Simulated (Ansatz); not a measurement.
# Geometry relaxation of TiO2 (part 3 of 3)

The same run, continued: TiO2 (slab, 24 atoms in the cell); DFT PBE, scalar-relativistic, plane waves, PAW, no spin polarisation (Ansatz 0.2.0); cutoff 420 eV, 8×5×1 k-mesh, Gaussian smearing of 0.05 eV. The structure derives from a Materials Project entry. It belongs to a series of runs on one base structure; here: (1 0 1) slab, atoms relaxed.

Geometry of the input (Å; fractional positions):
```
3.7992  0.0000  0.0000
-1.8996  5.2077  0.0000
0.0000  0.0000  27.9575
O  0.3121  0.6241  0.2683
Ti 0.1331  0.2661  0.2944
O  0.5953  0.1907  0.2999
O  0.9540  0.9081  0.3205
Ti 0.4163  0.8326  0.3260
O  0.2373  0.4746  0.3521
O  0.4451  0.8902  0.3948
Ti 0.2661  0.5322  0.4209
O  0.7284  0.4568  0.4264
O  0.0871  0.1742  0.4470
Ti 0.5494  0.0988  0.4526
O  0.3704  0.7407  0.4787
O  0.5782  0.1564  0.5213
Ti 0.3992  0.7983  0.5474
O  0.8614  0.7229  0.5530
O  0.2202  0.4403  0.5736
Ti 0.6824  0.3649  0.5791
O  0.5034  0.0068  0.6052
O  0.7112  0.4225  0.6479
Ti 0.5322  0.0644  0.6740
O  0.9945  0.9890  0.6795
O  0.3532  0.7064  0.7001
Ti 0.8155  0.6310  0.7056
O  0.6365  0.2730  0.7317
```

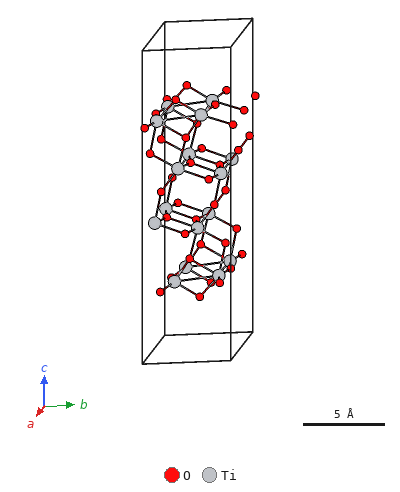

Fig. 1: The geometry at step 6 of the log (ball-and-stick view of the 2 × 1 repeat of the cell, with the vacuum cut short, seen slightly off an axis).

The program's output, continued
```
  k-point 0: bands = ["-56.4669", "-56.4605", "-56.4122", "-56.4106", "-56.3611", "-56.3611", "-56.1945", "-56.1945", "-32.9402", "-32.9382", "-32.8722", "-32.8720", "-32.7782", "-32.7287", "-32.6972", "-32.6896", "-32.6863", "-32.6533", "-32.6197", "-32.6189", "-32.6187", "-32.6156", "-32.6022", "-32.6022", "-32.5615", "-32.5611", "-32.5319", "-32.5310", "-32.3730", "-32.3730", "-32.3540", "-32.3540", "-17.5713", "-17.3759", "-17.1558", "-17.0789", "-16.6252", "-16.5722", "-16.4761", "-16.4718", "-16.4055", "-16.3259", "-16.3096", "-16.1775", "-16.1258", "-16.1090", "-15.8648", "-15.8639", "-4.4743", "-4.3679", "-4.1377", "-4.0568", "-3.9652", "-3.8430", "-3.8352", "-3.7983", "-3.7349", "-3.6178", "-3.6170", "-3.5995", "-3.5382", "-3.4313", "-3.4155", "-3.0831", "-2.7598", "-2.7235", "-2.7098", "-2.3049", "-2.2774", "-2.2616", "-2.1198", "-2.0904", "-2.0652", "-2.0014", "-1.9059", "-1.9034", "-1.7693", "-1.7098", "-1.5234", "-1.4410", "-1.4329", "-1.3975", "-1.3372", "-1.2966", "-1.0111", "-0.8956", "-0.8675", "-0.8618", "-0.8579", "-0.8511", "-0.8076", "-0.7775", "-0.6722", "-0.6701", "-0.5686", "-0.5570", "2.2625", "2.5620", "2.6688", "2.7492", "2.9719", "3.1094", "3.1636", "3.3316", "3.5057", "3.5104", "3.6342", "3.6614", "3.7721", "3.7812", "3.7919", "3.8578", "3.8801", "3.8839", "4.0223", "4.0350", "4.1492", "4.2444", "4.7317", "4.7324"]
  k-point 1: bands = ["-56.4630", "-56.4564", "-56.4163", "-56.4147", "-56.3595", "-56.3595", "-56.1961", "-56.1961", "-32.9182", "-32.9044", "-32.8403", "-32.8399", "-32.7720", "-32.7259", "-32.7035", "-32.6963", "-32.6917", "-32.6605", "-32.6158", "-32.6132", "-32.6127", "-32.6102", "-32.6045", "-32.6042", "-32.5760", "-32.5723", "-32.5557", "-32.5512", "-32.3856", "-32.3856", "-32.3704", "-32.3704", "-17.4822", "-17.3030", "-17.0981", "-17.0368", "-16.6890", "-16.6075", "-16.5106", "-16.4567", "-16.4113", "-16.3287", "-16.3118", "-16.2198", "-16.1618", "-16.1308", "-15.8928", "-15.8892", "-4.4985", "-4.4346", "-4.1140", "-4.0691", "-3.8601", "-3.7992", "-3.7854", "-3.7476", "-3.6892", "-3.6443", "-3.6417", "-3.5792", "-3.5491", "-3.4614", "-3.3625", "-3.0426", "-2.7922", "-2.7689", "-2.7166", "-2.3719", "-2.3451", "-2.2736", "-2.2256", "-2.1425", "-2.1240", "-2.0051", "-1.9806", "-1.7510", "-1.7294", "-1.5333", "-1.4828", "-1.3628", "-1.3422", "-1.2679", "-1.2659", "-1.2168", "-1.1083", "-1.0149", "-1.0023", "-0.9133", "-0.9041", "-0.8832", "-0.8357", "-0.8253", "-0.7281", "-0.6714", "-0.6120", "-0.5084", "2.3097", "2.5684", "2.6925", "2.8357", "2.9285", "3.1055", "3.1696", "3.3247", "3.4086", "3.5576", "3.6365", "3.6415", "3.6975", "3.7492", "3.7523", "3.8417", "3.8817", "3.9261", "3.9683", "4.0529", "4.1698", "4.3000", "4.7790", "4.7805"]
  k-point 2: bands = ["-56.4543", "-56.4469", "-56.4250", "-56.4241", "-56.3570", "-56.3570", "-56.1988", "-56.1988", "-32.8578", "-32.8332", "-32.7857", "-32.7721", "-32.7679", "-32.7339", "-32.7050", "-32.6995", "-32.6969", "-32.6776", "-32.6430", "-32.6143", "-32.6096", "-32.6095", "-32.6026", "-32.6011", "-32.6004", "-32.5968", "-32.5798", "-32.5795", "-32.4473", "-32.4473", "-32.3662", "-32.3662", "-17.2536", "-17.1450", "-17.0068", "-16.9625", "-16.8803", "-16.7247", "-16.5111", "-16.4561", "-16.4051", "-16.3567", "-16.3156", "-16.2758", "-16.2210", "-16.1793", "-15.9413", "-15.9299", "-4.5181", "-4.4941", "-4.1090", "-4.0403", "-3.7994", "-3.7722", "-3.7134", "-3.6981", "-3.6814", "-3.6783", "-3.6131", "-3.5613", "-3.4864", "-3.4173", "-3.3032", "-3.0894", "-2.9905", "-2.7605", "-2.5703", "-2.3681", "-2.3607", "-2.3163", "-2.2296", "-2.1770", "-2.1668", "-1.9758", "-1.8454", "-1.7912", "-1.6730", "-1.5373", "-1.5371", "-1.4357", "-1.3869", "-1.3194", "-1.2805", "-1.2334", "-1.1128", "-1.0264", "-1.0142", "-0.9980", "-0.9281", "-0.9223", "-0.8453", "-0.8451", "-0.7008", "-0.6450", "-0.5651", "-0.4536", "2.4211", "2.5576", "2.7374", "2.8440", "2.9785", "3.1101", "3.1589", "3.3025", "3.3296", "3.5759", "3.5996", "3.6391", "3.6448", "3.6872", "3.7176", "3.7397", "3.8311", "3.9490", "3.9851", "4.0122", "4.2546", "4.3845", "4.7817", "4.8416"]
  k-point 20: bands = ["-56.4546", "-56.4472", "-56.4207", "-56.4201", "-56.3561", "-56.3561", "-56.1958", "-56.1958", "-32.9093", "-32.9056", "-32.8319", "-32.8302", "-32.8211", "-32.8029", "-32.7400", "-32.7312", "-32.7211", "-32.7014", "-32.6880", "-32.6816", "-32.6552", "-32.6171", "-32.6014", "-32.5990", "-32.5842", "-32.5837", "-32.5585", "-32.5570", "-32.4371", "-32.4371", "-32.3730", "-32.3730", "-17.0491", "-16.8827", "-16.6401", "-16.3627", "-16.3507", "-16.2739", "-16.1898", "-16.1786", "-16.1475", "-16.1433", "-16.1297", "-16.1124", "-16.0442", "-16.0293", "-15.7863", "-15.7834", "-4.4925", "-4.4638", "-4.4067", "-4.3199", "-4.2477", "-4.2248", "-4.1849", "-4.1306", "-4.0961", "-4.0527", "-3.9408", "-3.9044", "-3.7703", "-3.7404", "-3.6332", "-3.5226", "-3.3993", "-3.3162", "-3.2562", "-3.1974", "-3.1575", "-2.9400", "-2.9199", "-2.8302", "-2.6154", "-2.5457", "-2.4197", "-2.3451", "-2.2523", "-2.2015", "-2.0871", "-2.0771", "-2.0086", "-1.8714", "-1.7187", "-1.6037", "-1.5227", "-1.3413", "-1.2806", "-1.2401", "-0.9334", "-0.7585", "-0.7336", "-0.6330", "-0.5877", "-0.3593", "-0.3298", "-0.1395", "2.9831", "3.0580", "3.1218", "3.2140", "3.3273", "3.3737", "3.4274", "3.4669", "3.4837", "3.5284", "3.5650", "3.6295", "3.6761", "3.7642", "3.9255", "3.9872", "4.1014", "4.1379", "4.2830", "4.2885", "4.4541", "4.5143", "4.6260", "4.7265"]
--- Relaxed structure (9 steps of the walk, 8 accepted, 0 SCFs on fresh bases) ---
  F+E_penalty+E_count = -29108.88971680 eV   max|allowed force component| = 9.637e-3 eV/Å
  atoms:
    - { symbol: O, position: [0.27999168308616873, 0.5599427912652766, 0.26875923180335004] }
    - { symbol: Ti, position: [0.1259509460553132, 0.25186070780601244, 0.3007486590811523] }
    - { symbol: O, position: [0.5749610091458263, 0.14989309273758392, 0.2925622241153429] }
    - { symbol: O, position: [0.9340828295058887, 0.8681406423504384, 0.31857873619356375] }
    - { symbol: Ti, position: [0.39559840846340427, 0.7911790425464517, 0.3187928610922806] }
    - { symbol: O, position: [0.21807435152482293, 0.4361189097345043, 0.35434428177190513] }
    - { symbol: O, position: [0.4342253988750383, 0.8684697057663024, 0.39359452045159254] }
    - { symbol: Ti, position: [0.26509568857455323, 0.5302128466330194, 0.42529314752781894] }
    - { symbol: O, position: [0.7240689751077836, 0.4481614583515102, 0.42748767940460203] }
    - { symbol: O, position: [0.07984984866753185, 0.15972999359222534, 0.44630195567184433] }
    - { symbol: Ti, position: [0.5408058630155224, 0.08164203703893635, 0.44848102283467556] }
    - { symbol: O, position: [0.3684805028021652, 0.7370031318432114, 0.47964355618587623] }
    - { symbol: O, position: [0.5800200609294636, 0.16008277013633992, 0.5203564458072838] }
    - { symbol: Ti, position: [0.40770590938714324, 0.8154438579816525, 0.5515189690919441] }
    - { symbol: O, position: [0.8686631509475262, 0.7373559193787228, 0.5536980499463203] }
    - { symbol: O, position: [0.22444990147278165, 0.448924431989502, 0.5725123186707659] }
    - { symbol: Ti, position: [0.6834263579449569, 0.3668730437406174, 0.5747068488914782] }
    - { symbol: O, position: [0.514299569059427, 0.02861619632628857, 0.606405482537659] }
    - { symbol: O, position: [0.7304937159999287, 0.4609670281641102, 0.6456557201511386] }
    - { symbol: Ti, position: [0.5529600745530387, 0.10590683349451699, 0.6812071340653032] }
    - { symbol: O, position: [1.0144836311882977, 1.0289452719783496, 0.6814212672519774] }
    - { symbol: O, position: [0.37360907529330695, 0.7471928122145695, 0.7074377811293536] }
    - { symbol: Ti, position: [0.8226297919291403, 0.6452251713503786, 0.6992513420602638] }
    - { symbol: O, position: [0.6685886373209712, 0.33714306527948085, 0.7312407642625083] }
```

Trajectory as extended XYZ (Å, eV, eV/Å), 4 of the 9 frames kept, from step=1 to step=9
```
24
Lattice="3.7992 0.0000 0.0000 -1.8996 5.2077 0.0000 0.0000 0.0000 27.9575" Properties=species:S:1:pos:R:3:forces:R:3 step=1 energy=-29107.08192
O     0.0000    3.2503    7.5000    0.0000  -1.8535   1.0999
Ti    0.0000    1.3858    8.2304    0.0000   3.7188   1.7362
O     1.8996    0.9929    8.3844    0.0000   0.3254  -1.1201
O     1.8996    4.7291    8.9608    0.0000   0.4020  -0.1612
Ti    0.0000    4.3361    9.1148    0.0000  -1.4747  -1.6923
O     0.0000    2.4717    9.8452    0.0000  -1.0514  -0.3329
O     0.0000    4.6361   11.0374    0.0000  -0.0929   0.3175
Ti    0.0000    2.7717   11.7678    0.0000   0.1014   0.2105
O     1.8996    2.3787   11.9218    0.0000   0.0183  -0.0218
O     0.0000    0.9072   12.4983    0.0000   0.0319  -0.0053
Ti    1.8996    0.5143   12.6522    0.0000  -0.0759  -0.0723
O     0.0000    3.8575   13.3826    0.0000  -0.0378   0.0202
O     1.8996    0.8142   14.5749    0.0000   0.0378  -0.0202
Ti    0.0000    4.1575   15.3053    0.0000   0.0759   0.0723
O     1.8996    3.7645   15.4592    0.0000  -0.0319   0.0053
O     0.0000    2.2930   16.0357    0.0000  -0.0183   0.0218
Ti    1.8996    1.9001   16.1896    0.0000  -0.1014  -0.2105
O     1.8996    0.0357   16.9200    0.0000   0.0929  -0.3175
O     1.8996    2.2001   18.1123    0.0000   1.0515   0.3329
Ti    1.8996    0.3356   18.8427    0.0000   1.4747   1.6923
O     1.8996    5.1504   18.9966    0.0000  -0.4020   0.1612
O     0.0000    3.6789   19.5731    0.0000  -0.3254   1.1201
Ti    1.8996    3.2859   19.7271    0.0000  -3.7188  -1.7362
O     1.8996    1.4215   20.4575    0.0000   1.8535  -1.0999
24
Lattice="3.7992 0.0000 0.0000 -1.8996 5.2077 0.0000 0.0000 0.0000 27.9575" Properties=species:S:1:pos:R:3:forces:R:3 step=4 energy=-29108.67269 accepted=F
O     0.0000    2.9825    7.4576    0.0000  -0.0424  -0.2032
Ti    0.0000    1.3985    8.3514    0.0000  -0.1605   1.0007
O     1.8996    0.8163    8.1324    0.0000   0.4239  -0.2906
O     1.8996    4.5440    8.8899    0.0000   0.3579  -0.2562
Ti    0.0000    4.2220    8.8232    0.0000  -0.4636   1.2622
O     0.0000    2.2881    9.8962    0.0000  -0.2323  -1.3715
O     0.0000    4.5487   11.0088    0.0000  -0.0447  -0.8051
Ti    0.0000    2.7948   11.8460    0.0000  -0.0917   0.8836
O     1.8996    2.3619   11.9510    0.0000  -0.0239  -0.1560
O     0.0000    0.8485   12.4650    0.0000   0.0868  -0.0784
Ti    1.8996    0.4400   12.5407    0.0000   0.1981   0.3960
O     0.0000    3.8500   13.4026    0.0000  -0.0886  -0.1992
O     1.8996    0.8218   14.5549    0.0000   0.0885   0.1992
Ti    0.0000    4.2318   15.4167    0.0000  -0.1981  -0.3960
O     1.8996    3.8232   15.4925    0.0000  -0.0868   0.0783
O     0.0000    2.3098   16.0064    0.0000   0.0239   0.1560
Ti    1.8996    1.8769   16.1115    0.0000   0.0917  -0.8836
O     1.8996    0.1231   16.9487    0.0000   0.0447   0.8051
O     1.8996    2.3836   18.0613    0.0000   0.2323   1.3714
Ti    1.8996    0.4498   19.1342    0.0000   0.4636  -1.2621
O     1.8996    5.3355   19.0676    0.0000  -0.3579   0.2561
O     0.0000    3.8554   19.8251    0.0000  -0.4239   0.2906
Ti    1.8996    3.2732   19.6061    0.0000   0.1605  -1.0006
O     1.8996    1.6892   20.4999    0.0000   0.0424   0.2032
24
Lattice="3.7992 0.0000 0.0000 -1.8996 5.2077 0.0000 0.0000 0.0000 27.9575" Properties=species:S:1:pos:R:3:forces:R:3 step=6 energy=-29108.88068
O     0.0000    2.9195    7.4982    0.0000   0.0435   0.1017
Ti    0.0000    1.3229    8.3946    0.0000  -0.1948  -0.0031
O     1.8996    0.7800    8.1701    0.0000  -0.0009   0.0145
O     1.8996    4.5214    8.9198    0.0000   0.0138  -0.0579
Ti    0.0000    4.1181    8.9134    0.0000   0.1242  -0.0986
O     0.0000    2.2755    9.8962    0.0000   0.0641   0.0181
O     0.0000    4.5348   11.0031    0.0000  -0.0836   0.0089
Ti    0.0000    2.7786   11.8841    0.0000  -0.1926  -0.0216
O     1.8996    2.3390   11.9401    0.0000  -0.0060   0.0232
O     0.0000    0.8369   12.4727    0.0000   0.0201   0.0212
Ti    1.8996    0.4309   12.5393    0.0000   0.1352  -0.0171
O     0.0000    3.8339   13.4102    0.0000   0.0902   0.0107
O     1.8996    0.8378   14.5473    0.0000  -0.0901  -0.0107
Ti    0.0000    4.2408   15.4182    0.0000  -0.1352   0.0171
O     1.8996    3.8348   15.4848    0.0000  -0.0201  -0.0212
O     0.0000    2.3327   16.0174    0.0000   0.0060  -0.0232
Ti    1.8996    1.8932   16.0734    0.0000   0.1926   0.0216
O     1.8996    0.1370   16.9543    0.0000   0.0836  -0.0089
O     1.8996    2.3962   18.0613    0.0000  -0.0641  -0.0181
Ti    1.8996    0.5536   19.0441    0.0000  -0.1242   0.0986
O     1.8996    5.3580   19.0377    0.0000  -0.0138   0.0579
O     0.0000    3.8918   19.7873    0.0000   0.0009  -0.0145
Ti    1.8996    3.3489   19.5629    0.0000   0.1948   0.0031
O     1.8996    1.7522   20.4593    0.0000  -0.0435  -0.1017
24
Lattice="3.7992 0.0000 0.0000 -1.8996 5.2077 0.0000 0.0000 0.0000 27.9575" Properties=species:S:1:pos:R:3:forces:R:3 step=9 energy=-29108.88972
O     0.0001    2.9160    7.5138   -0.0001  -0.0021  -0.0045
Ti    0.0001    1.3116    8.4082   -0.0001   0.0013   0.0096
O     1.8997    0.7806    8.1793    0.0000  -0.0010   0.0040
O     1.8996    4.5210    8.9067    0.0000   0.0021   0.0002
Ti    0.0000    4.1202    8.9126    0.0001   0.0010   0.0029
O     0.0001    2.2712    9.9066   -0.0001   0.0017  -0.0059
O     0.0000    4.5227   11.0039    0.0001   0.0025  -0.0010
Ti    0.0000    2.7612   11.8901   -0.0001  -0.0092   0.0024
O     1.8996    2.3339   11.9515    0.0000   0.0000   0.0002
O    -0.0001    0.8318   12.4775    0.0001   0.0019  -0.0020
Ti    1.8995    0.4252   12.5384    0.0000  -0.0003  -0.0040
O    -0.0001    3.8381   13.4096    0.0001   0.0025  -0.0029
O     1.8995    0.8337   14.5479    0.0001  -0.0025   0.0029
Ti   -0.0001    4.2466   15.4191    0.0000   0.0003   0.0040
O     1.8995    3.8399   15.4800    0.0001  -0.0019   0.0020
O     0.0000    2.3379   16.0060    0.0000   0.0000  -0.0002
Ti    1.8996    1.9106   16.0674   -0.0001   0.0092  -0.0024
O     1.8996    0.1490   16.9536    0.0000  -0.0025   0.0010
O     1.8996    2.4006   18.0509   -0.0001  -0.0017   0.0059
Ti    1.8996    0.5515   19.0448    0.0001  -0.0010  -0.0029
O     1.8996    5.3584   19.0508    0.0000  -0.0021  -0.0002
O     0.0000    3.8912   19.7782    0.0000   0.0010  -0.0040
Ti    1.8997    3.3601   19.5493   -0.0001  -0.0013  -0.0096
O     1.8997    1.7557   20.4436   -0.0001   0.0021   0.0045
```

Results in brief

- outcome: converged
- electrons treated: 192
- free energy: −29108.8897 eV
- work function, top face: 6.21 eV
- work function, bottom face: 6.21 eV
- Fermi energy: 1.069 eV
- gap on the k-point mesh: 2.39 eV
- final volume: 553.14 Å³
- work function (upper face): 6.21 eV
- largest force (length of the vector) at the end: 0.010 eV/Å
- hardware: 4 threads of Intel Xeon (Sapphire Rapids), 192 GiB of memory available, shared host
- wall time: 9.8 min (CPU time 37 min)
- peak memory: 2.2 GiB

Remarks

The program warns: the k-point mesh lowers the symmetry that the run can use; the exchange-correlation potential is rough where the density is thin.
